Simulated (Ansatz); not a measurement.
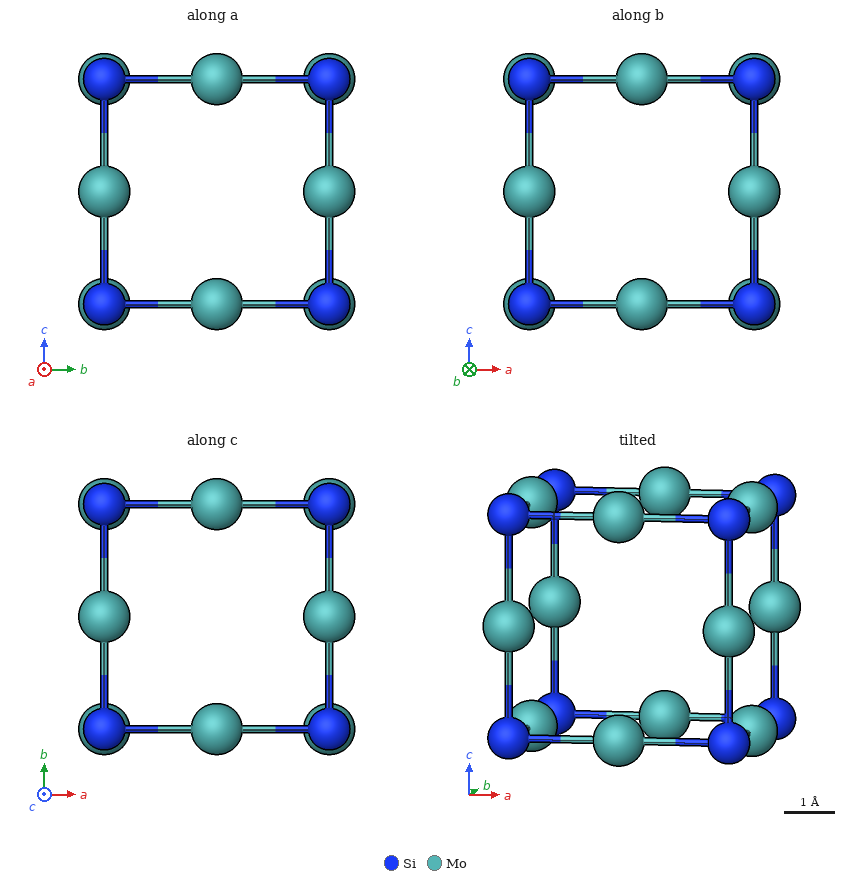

Drawn in the ball-and-stick manner and seen along the a axis, along the b axis, along the c axis and slightly off an axis. The edges of the conventional unit cell are marked.

Lattice parameters: a = 4.516 Å, b = 4.516 Å, c = 4.516 Å, α = 90.00°, β = 90.00°, γ = 90.00°. Put a along x and b in the xy plane.

Reconstruct the structure as a POSCAR file.

```
Si Mo
1.0
     4.516    0.000    0.000
     0.000    4.516    0.000
     0.000    0.000    4.516
Si Mo
1 3
Direct
  0.0000 0.0000 0.0000
  0.5000 0.0000 0.0000
  0.0000 0.5000 0.0000
  0.0000 0.0000 0.5000
```

The cell started as a structure type filled with these elements by a generator (whether the compound takes this form wasn't checked). This is the structure after a relaxation with Ansatz 0.2.0, DFT r2SCAN, scalar-relativistic, plane waves, PAW.
